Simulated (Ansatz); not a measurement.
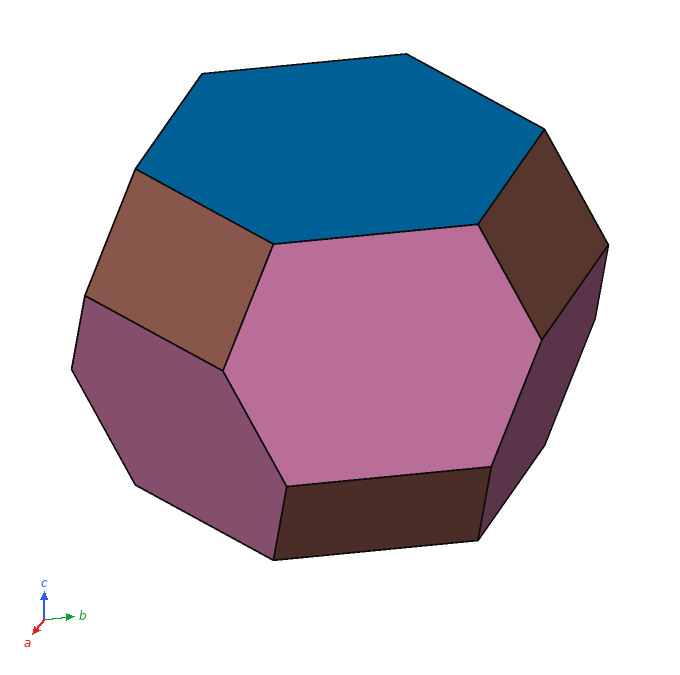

The shape was computed with the Donnay–Harker form of the Bravais–Friedel law: planes with larger spacing d grow more slowly and so show as larger faces; centring, glide planes and screw axes halve or divide d. Faces of one form share a colour. Cell of Ni: space group R-3m (No. 166), a = 5.629 Å, b = 5.629 Å, c = 17.395 Å, α = 90.00°, β = 90.00°, γ = 120.00°. Source: coordinates from a relaxation with DFT PBEsol, scalar-relativistic, plane waves, PAW in Ansatz 0.2.0; the starting structure was generated, so it need not be a known form of this composition. Forms under 0.4 % of the area are left out.

**Index the forms that can be seen.**

pink: {101} (d = 4.69 Å, 50 % of the area); blue: {003} (d = 5.80 Å, 28 % of the area); brown: {012} (d = 4.25 Å, 22 % of the area).
